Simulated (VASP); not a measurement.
**PtS₂: geometry relaxation (part 2 of 3)**

PtS₂ (P-3m1, 3 atoms in the cell); Kohn-Sham DFT of a periodic cell, PBE with D3(BJ), VASP PAW PBE potentials, recommended, no spin polarisation (VASP 6.6.1); cutoff 600 eV, 8×8×4 k-mesh, Gaussian smearing of 0.02 eV. The structure derives from an entry of the Crystallography Open Database.

Geometry of the input (Å; fractional positions):
```
3.5432  0.0000  0.0000
-1.7716  3.0685  0.0000
0.0000  0.0000  5.0388
Pt 0.0000  0.0000  0.0000
S  0.6667  0.3333  0.7730
S  0.3333  0.6667  0.2270
```

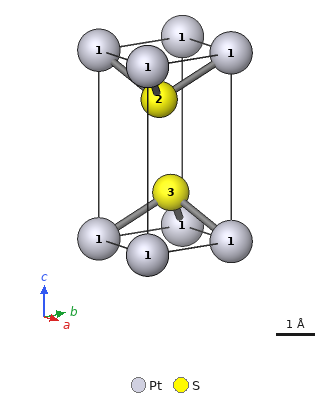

**Figure 1.** The structure as given in the input (ball-and-stick view of the cell of the calculation, seen slightly off an axis; atoms are numbered from 1 in the order of the input). An atom can appear more than once, as a periodic image.

### OSZICAR, continued
```
DAV:   7    -0.153123655914E+02    0.11370E-05   -0.17653E-06   679   0.855E-03    0.285E-03
DAV:   8    -0.153123656047E+02   -0.13314E-07   -0.21735E-07   532   0.352E-03
  16 F= -.16670549E+02 E0= -.16670549E+02  d E =0.369341E-03
       N       E                     dE             d eps       ncg     rms          rms(c)
DAV:   1    -0.153223261521E+02   -0.99606E-02   -0.64004E-02  1071   0.232E+00    0.352E-01
DAV:   2    -0.153197636007E+02    0.25626E-02   -0.10770E-02  1092   0.120E+00    0.239E-01
DAV:   3    -0.153193508560E+02    0.41274E-03   -0.77616E-04  1162   0.313E-01    0.932E-02
DAV:   4    -0.153192477838E+02    0.10307E-03   -0.58547E-04  1099   0.146E-01    0.411E-02
DAV:   5    -0.153192455230E+02    0.22608E-05   -0.14937E-05  1281   0.369E-02    0.289E-02
DAV:   6    -0.153192430119E+02    0.25111E-05   -0.49341E-06  1267   0.175E-02    0.547E-03
DAV:   7    -0.153192429299E+02    0.82027E-07   -0.97041E-07   574   0.647E-03
  17 F= -.16670950E+02 E0= -.16670950E+02  d E =-.320775E-04
       N       E                     dE             d eps       ncg     rms          rms(c)
DAV:   1    -0.153193487662E+02   -0.10575E-03   -0.16517E-05  1057   0.382E-02    0.527E-03
DAV:   2    -0.153193481314E+02    0.63485E-06   -0.27590E-06   950   0.193E-02
  18 F= -.16670950E+02 E0= -.16670950E+02  d E =-.321487E-04
       N       E                     dE             d eps       ncg     rms          rms(c)
DAV:   1    -0.153189907597E+02    0.35801E-03   -0.14031E-03  1050   0.262E-01    0.241E-02
DAV:   2    -0.153189843012E+02    0.64585E-05   -0.76818E-05  1372   0.670E-02    0.151E-02
DAV:   3    -0.153189827826E+02    0.15186E-05   -0.32647E-06  1162   0.129E-02    0.716E-03
DAV:   4    -0.153189823143E+02    0.46829E-06   -0.11173E-06   574   0.923E-03
  19 F= -.16670959E+02 E0= -.16670959E+02  d E =-.875847E-05
```

### Parts of OUTCAR
```
PREC = Accurate
   ENCUT = 600
   EDIFF = 1E-6
   ISMEAR = 0
   LREAL = F
   LASPH = T
   NELM = 80
   ISIF = 3
   GGA = PE
   IVDW = 12
   IBRION = 2
   NSW = 40
   EDIFFG = -0.005
 IVDW          = 12
 VDW_S6        =  1.00000000  s6, scaling of the dipole-dipole dispersion
 VDW_S8        =  0.78750002  s8, scaling of the dipole-quadrupole dispersion
 VDW_A1        =  0.42890000  a1, scaling of the critical radii
 VDW_A2        =  4.44070005  a2, offset of the critical radii
 VDW_RADIUS    = 50.20216178  two-body interaction cutoff (in Angstroms)
 VDW_CNRADIUS  = 21.16708996  CN, coordination number cutoff (in Angstroms)

 ion  position               nearest neighbor table
   1  0.000  0.000  0.000-   2 2.34   3 2.34   2 2.34   3 2.34   2 2.34   3 2.34
   2  0.667  0.333  0.773-   1 2.34   1 2.34   1 2.34
   3  0.333  0.667  0.227-   1 2.34   1 2.34   1 2.34

  LATTYP: Found a hexagonal cell.
 ALAT       =     3.5432000000
 C/A-ratio  =     1.4221043125

  Lattice vectors:

 A1 = (   3.5432000000,   0.0000000000,   0.0000000000)
 A2 = (  -1.7716000000,   3.0685012107,   0.0000000000)
 A3 = (   0.0000000000,   0.0000000000,   5.0388000000)

Analysis of symmetry for initial positions (statically):
=====================================================================
 Subroutine PRICEL returns:
 Original cell was already a primitive cell.

 Routine SETGRP: Setting up the symmetry group for a
 hexagonal supercell.

 Subroutine GETGRP returns: Found 12 space group operations
 (whereof 12 operations were pure point group operations)
 out of a pool of 24 trial point group operations.

The static configuration has the point symmetry D_3d.

Analysis of symmetry for dynamics (positions and initial velocities):
=====================================================================
 Subroutine PRICEL returns:
 Original cell was already a primitive cell.

 Routine SETGRP: Setting up the symmetry group for a
 hexagonal supercell.

 Subroutine GETGRP returns: Found 12 space group operations
 (whereof 12 operations were pure point group operations)
 out of a pool of 24 trial point group operations.

The dynamic configuration has the point symmetry D_3d.

 Subroutine INISYM returns: Found 12 space group operations
 (whereof 12 operations are pure point group operations),
 and found     1 'primitive' translations

----------------------------------------------------------------------------------------

                                     Primitive cell

  volume of cell :      54.7834

  direct lattice vectors                    reciprocal lattice vectors
     3.543200000  0.000000000  0.000000000     0.282230752  0.162946001  0.000000000
    -1.771600000  3.068501211  0.000000000     0.000000000  0.325892001  0.000000000
     0.000000000  0.000000000  5.038800000     0.000000000  0.000000000  0.198459951

  length of vectors
     3.543200000  3.543200000  5.038800000     0.325892001  0.325892001  0.198459951

  position of ions in fractional coordinates (direct lattice)
     0.000000000  0.000000000  0.000000000
     0.666666667  0.333333333  0.773000000
     0.333333333  0.666666667  0.227000000

  ion indices of the primitive-cell ions
   primitive index   ion index
                 1           1
                 2           2
                 3           3

----------------------------------------------------------------------------------------

 KPOINTS: Automatic mesh

Automatic generation of k-mesh.
 Grid dimensions read from file:
 generate k-points for:    8    8    4

 Generating k-lattice:

  Cartesian coordinates                     Fractional coordinates (reciprocal lattice)
     0.035278844  0.020368250  0.000000000     0.125000000 -0.000000000  0.000000000
     0.000000000  0.040736500  0.000000000     0.000000000  0.125000000  0.000000000
     0.000000000  0.000000000  0.049614988     0.000000000  0.000000000  0.250000000

  Length of vectors
     0.040736500  0.040736500  0.049614988

  Shift w.r.t. Gamma in fractional coordinates (k-lattice)
     0.000000000  0.000000000  0.000000000

 Subroutine IBZKPT returns following result:
 ===========================================

 Found     35 irreducible k-points:

 Following reciprocal coordinates:
            Coordinates               Weight
  0.000000  0.000000  0.000000      1.000000
  0.125000  0.000000  0.000000      6.000000
  0.250000  0.000000  0.000000      6.000000
  0.375000  0.000000  0.000000      6.000000
  0.500000  0.000000  0.000000      3.000000
  0.125000  0.125000  0.000000      6.000000
  0.250000  0.125000  0.000000     12.000000
  0.375000  0.125000  0.000000     12.000000
  0.250000  0.250000  0.000000      6.000000
  0.375000  0.250000  0.000000      6.000000
  0.000000  0.000000  0.250000      2.000000
  0.125000  0.000000  0.250000      6.000000
  0.000000  0.125000  0.250000      6.000000
  0.250000  0.000000  0.250000      6.000000
  0.000000  0.250000  0.250000      6.000000
  0.375000  0.000000  0.250000      6.000000
  0.000000  0.375000  0.250000      6.000000
  0.500000  0.000000  0.250000      6.000000
  0.125000  0.125000  0.250000     12.000000
  0.250000  0.125000  0.250000     12.000000
 -0.125000  0.375000  0.250000     12.000000
  0.375000  0.125000  0.250000     12.000000
 -0.125000  0.500000  0.250000     12.000000
  0.250000  0.250000  0.250000     12.000000
 [... further k-points ...]
   k-points           NKPTS =     35   k-points in BZ     NKDIM =     35   number of bands    NBANDS=     15
   number of dos      NEDOS =    301   number of ions     NIONS =      3
   total plane-waves  NPLWV =  31360
   dimension x,y,z NGX =    28 NGY =   28 NGZ =   40
   dimension x,y,z NGXF=    56 NGYF=   56 NGZF=   80
   ions per type =               1   2
   NGX,Y,Z   is equivalent  to a cutoff of  13.14, 13.14, 13.20 a.u.
   NGXF,Y,Z  is equivalent  to a cutoff of  26.28, 26.28, 26.39 a.u.
 SYSTEM =  unknown system
   PREC   = accura    normal or accurate (medium, high low for compatibility)
   ISTART =      0    job   : 0-new  1-cont  2-samecut
   ICHARG =      2    charge: 1-file 2-atom 10-const
   ISPIN  =      1    spin polarized calculation?
   LNONCOLLINEAR =      F non collinear calculations
   LSORBIT =      F    spin-orbit coupling
   LASPH  =      T    aspherical Exc in radial PAW
   ENCUT  =  600.0 eV  44.10 Ry    6.64 a.u.   7.08  7.08 10.06*2*pi/ulx,y,z
   NELM   =     80;   NELMIN=  2; NELMDL= -5     # of ELM steps
   EDIFF  = 0.1E-05   stopping-criterion for ELM
   LREAL  =      F    real-space projection
   EDIFFG = -.5E-02   stopping-criterion for IOM
   NSW    =     40    number of steps for IOM
   IBRION =      2    ionic relax: 0-MD 1-quasi-New 2-CG
   NFREE  =      1    steps in history (QN), initial steepest desc. (CG)
   ISIF   =      3    stress and relaxation
   ISYM   =      2    0-nonsym 1-usesym 2-fastsym
   POTIM  = 0.5000    time-step for ionic-motion
   TEBEG  =    0.0;   TEEND  =   0.0 temperature during run
   PSTRESS=    0.0 pullay stress
   NELECT =      22.0000    total number of electrons
   NUPDOWN=      -1.0000    fix difference up-down
   EMIN   =  10.00;   EMAX   =-10.00  energy-range for DOS
   EFERMI =   0.00;   METHOD = LEGACY
   ISMEAR =     0;   SIGMA  =   0.02  broadening in eV -4-tet -1-fermi 0-gaus
   EFERMI_NEDOS =   21; number of points for ismear=-14 and -15
   IALGO  =     38    algorithm
   IMIX   =      4    mixing-type and parameters
     AMIX     =   0.40;   BMIX     =  1.00
     AMIX_MAG =   1.60;   BMIX_MAG =  1.00
  volume/ion in A,a.u.               =      18.26       123.23
  Fermi-wavevector in a.u.,A,eV,Ry     =   1.207812  2.282434 19.848315  1.458810
  Thomas-Fermi vector in A             =   2.343439
   LORBIT       =      0    0 simple, 1 ext, 2 COOP (PROOUT), +10 PAW based schemes
   GGA     = PE    functional components
   LHFCALC =     F    Hartree Fock is set to
   AEXX    =    0.0000 exact exchange contribution
   IVDW    =    12    specifies the selected vdW correction
   LEPSILON=     F    determine dielectric tensor
   LRPA    =     F    only Hartree local field effects (RPA)
 conjugate gradient relaxation of ions
 non-spin polarized calculation
 Gauss-broadening in eV      SIGMA  =   0.02
  energy-cutoff  :      600.00
  volume of cell :       54.78
 maximum number of plane-waves:      1863
   NGX = 15   NGY = 15   NGZ = 21

--------------------------------------- Ionic step        1  -------------------------------------------

 number of electron      22.0000001 magnetization

 Free energy of the ion-electron system (eV)
  ---------------------------------------------------
  ext. energy  EPLUGINS =         0.00000000
  ---------------------------------------------------
  free energy    TOTEN  =       -15.27162897 eV

  energy without entropy =      -15.27162897  energy(sigma->0) =      -15.27162897

------------------------ aborting loop because EDIFF is reached ----------------------------------------

 Edisp (eV)   -1.26777

 E8    (eV) :    -0.5069

  FORCE on cell =-STRESS in cart. coord.  units (eV):
  Direction    XX          YY          ZZ          XY          YZ          ZX
  --------------------------------------------------------------------------------------
  -------------------------------------------------------------------------------------
  Total       2.67854     2.67854     2.11922    -0.00000     0.00000     0.00000
  in kB      78.33565    78.33565    61.97801    -0.00000     0.00000     0.00000
  external pressure =       72.88 kB  Pullay stress =        0.00 kB

 VOLUME and BASIS-vectors are now :
 -----------------------------------------------------------------------------
  energy-cutoff  :      600.00
  volume of cell :       54.78
      direct lattice vectors                 reciprocal lattice vectors
     3.543200000  0.000000000  0.000000000     0.282230752  0.162946001  0.000000000
    -1.771600000  3.068501211  0.000000000     0.000000000  0.325892001  0.000000000
     0.000000000  0.000000000  5.038800000     0.000000000  0.000000000  0.198459951

 POSITION                                       TOTAL-FORCE (eV/Angst)
 -----------------------------------------------------------------------------------
      0.00000      0.00000      0.00000         0.000000      0.000000      0.000000
      1.77160      1.02283      3.89499         0.000000      0.000000     -1.243019
     -0.00000      2.04567      1.14381        -0.000000     -0.000000      1.243019
 -----------------------------------------------------------------------------------
    total drift:                                0.000000     -0.000000      0.000000

  FREE ENERGIE OF THE ION-ELECTRON SYSTEM (eV)
  ---------------------------------------------------
  free  energy   TOTEN  =       -16.5394017787 eV

  energy  without entropy=      -16.5394017787  energy(sigma->0) =      -16.53940178

--------------------------------------- Ionic step        2  -------------------------------------------

 number of electron      22.0000001 magnetization

------------------------ aborting loop because EDIFF is reached ----------------------------------------

 Edisp (eV)   -1.12530

 E8    (eV) :    -0.4506

  FORCE on cell =-STRESS in cart. coord.  units (eV):
  Direction    XX          YY          ZZ          XY          YZ          ZX
  --------------------------------------------------------------------------------------
  -------------------------------------------------------------------------------------
  Total      -4.93550    -4.93550    -3.19685    -0.00000    -0.00000     0.00000
  in kB    -128.29477  -128.29477   -83.09986    -0.00000    -0.00000     0.00000
  external pressure =     -113.23 kB  Pullay stress =        0.00 kB

 VOLUME and BASIS-vectors are now :
 -----------------------------------------------------------------------------
  energy-cutoff  :      600.00
  volume of cell :       61.64
      direct lattice vectors                 reciprocal lattice vectors
     3.695817223  0.000000000  0.000000000     0.270576151  0.156217214  0.000000000
    -1.847908612  3.200671603 -0.000000000     0.000000000  0.312434428  0.000000000
     0.000000000  0.000000000  5.210516973     0.000000000  0.000000000  0.191919536

 POSITION                                       TOTAL-FORCE (eV/Angst)
 -----------------------------------------------------------------------------------
      0.00000      0.00000      0.00000         0.000000      0.000000      0.000000
      1.84791      1.06689      3.96572        -0.000000      0.000000      0.903506
     -0.00000      2.13378      1.24480        -0.000000     -0.000000     -0.903506
 -----------------------------------------------------------------------------------
    total drift:                               -0.000000      0.000000      0.000000

  FREE ENERGIE OF THE ION-ELECTRON SYSTEM (eV)
  ---------------------------------------------------
  free  energy   TOTEN  =       -16.4041427364 eV

  energy  without entropy=      -16.4041427364  energy(sigma->0) =      -16.40414274

--------------------------------------- Ionic step        3  -------------------------------------------

 number of electron      21.9999999 magnetization

------------------------ aborting loop because EDIFF is reached ----------------------------------------

 Edisp (eV)   -1.21375

 E8    (eV) :    -0.4856

  FORCE on cell =-STRESS in cart. coord.  units (eV):
  Direction    XX          YY          ZZ          XY          YZ          ZX
  --------------------------------------------------------------------------------------
  -------------------------------------------------------------------------------------
  Total      -0.58095    -0.58095    -0.04539     0.00000     0.00000    -0.00000
  in kB     -16.27116   -16.27116    -1.27117     0.00000     0.00000    -0.00000
  external pressure =      -11.27 kB  Pullay stress =        0.00 kB

 VOLUME and BASIS-vectors are now :
 -----------------------------------------------------------------------------
  energy-cutoff  :      600.00
  volume of cell :       57.20
      direct lattice vectors                 reciprocal lattice vectors
     3.598492178  0.000000000  0.000000000     0.277894171  0.160442274  0.000000000
    -1.799246089  3.116385642 -0.000000000     0.000000000  0.320884549  0.000000000
     0.000000000  0.000000000  5.101011887     0.000000000  0.000000000  0.196039535

 POSITION                                       TOTAL-FORCE (eV/Angst)
 -----------------------------------------------------------------------------------
      0.00000      0.00000      0.00000         0.000000      0.000000      0.000000
      1.79925      1.03880      3.91981        -0.000000     -0.000000     -0.316506
     -0.00000      2.07759      1.18120         0.000000      0.000000      0.316506
 -----------------------------------------------------------------------------------
    total drift:                                0.000000     -0.000000     -0.000000
```
